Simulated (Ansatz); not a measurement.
Mg7O

Input file:

```
crystal:
  lattice:
    - [-3.601224025, 3.601224025, 3.601224025]
    - [3.601224025, -3.601224025, 3.601224025]
    - [3.601224025, 3.601224025, -3.601224025]
  atoms:
    - { symbol: Mg, position: [0.0, 0.5, 0.5] }
    - { symbol: Mg, position: [0.5, 0.0, 0.5] }
    - { symbol: Mg, position: [0.5, 0.5, 0.0] }
    - { symbol: Mg, position: [0.3227329613, 0.3227329613, 0.3227329613] }
    - { symbol: Mg, position: [0.0, 0.0, 0.6772670387] }
    - { symbol: Mg, position: [0.0, 0.6772670387, 0.0] }
    - { symbol: Mg, position: [0.6772670387, 0.0, 0.0] }
    - { symbol: O, position: [0.0, 0.0, 0.0] }
basis:
  ecutwfc: 420
kpoints:
  mp_grid: { grid: [8, 8, 8] }
  band_path:
    path:
      - [[0.0, 0.0, 0.0], [0.5, -0.5, 0.5], [0.0, 0.0, 0.5], [0.0, 0.0, 0.0], [0.25, 0.25, 0.25], [0.5, -0.5, 0.5]]
      - [[0.25, 0.25, 0.25], [0.0, 0.0, 0.5]]
    npoints: 14
hamiltonian:
  xc: pbe
scf:
  occupations: { method: gaussian, width: 0.1 }
  n_extra_bands: 20
output:
  forces: true
  stress: true
  eigenvalues: true
  populations: true
  dos: { projected: true, de: 0.02, nscf_kmesh: { grid: [10, 10, 10] } }
  bader: true
  write_density: true
  write_potential: true
  elf: true
  volumetric_format: npy
```

Command:

```sh
ansatz run input.yaml --threads 1 --pin off --max-ram 2560MiB --backend cpu --events-out ev --progress --plain --runs-dir out
```

Below, planes, directions and counts refer to the conventional cell (a = 7.20 Å, b = 7.20 Å, c = 7.20 Å, α = 90.00°, β = 90.00°, γ = 90.00°).

Space group I-43m; a structure generated by program, which may or may not match a known phase.

Level of theory: DFT PBE, scalar-relativistic, plane waves, PAW in Ansatz.

The density is the valence pseudo-density of a PAW calculation; it isn't the true density close to the nuclei.

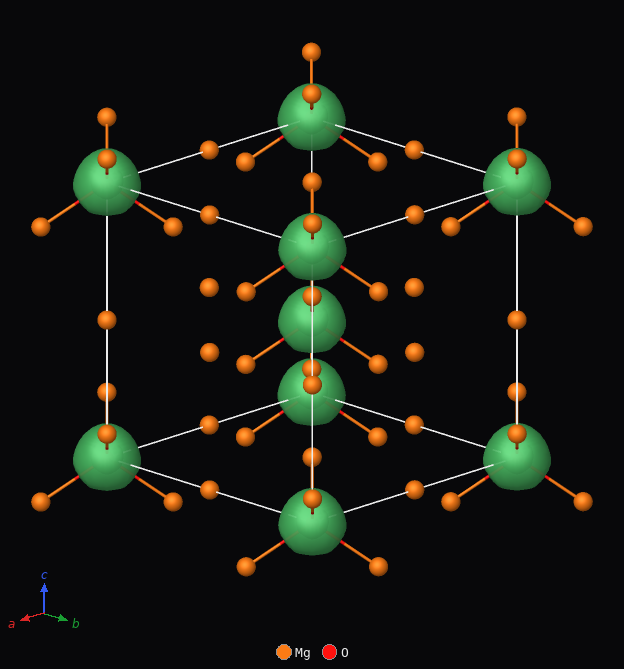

Figure 1. Isosurface of the electron localisation function at 0.75 (green), seen at an oblique angle. Only the valence region is drawn (cores and ρ < 0.01 e/Å³ removed). Sticks mark near contacts.

Where are the electrons localised?

The surface consists of two regions wrapped around O (the valence shell of each), counted in one cell of 16 atoms. Any copies at cell faces, edges or corners count once. Along the contacts the grid gives the following. Mg–O (2.01 Å): the ELF peaks at about 0.85 in the valence shell of O, 0.7 Å from its nucleus, and is about 0.35 at the midpoint.

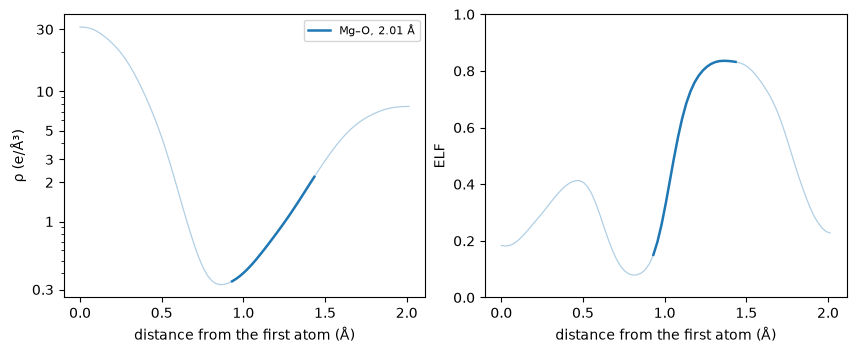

Figure 2. Valence pseudo-density and electron localisation function along straight lines between neighbouring atoms. Thin, pale parts lie inside the atomic spheres.

What can be read from the curves?

Mg–O (2.01 Å): ρ at the midpoint is about 0.41 e/Å³; the ELF peaks at about 0.85 in the valence shell of O, 0.7 Å from its nucleus, and is about 0.35 at the midpoint.

Does the calculation make it a metal, or give it a gap?

It is gapless in this calculation (a metal or semimetal).

Which way does charge flow, and how much by Bader's partition?

Electrons move from Mg towards O. Bader charges: Mg −0.49 to +0.83 and O −1.86 e.
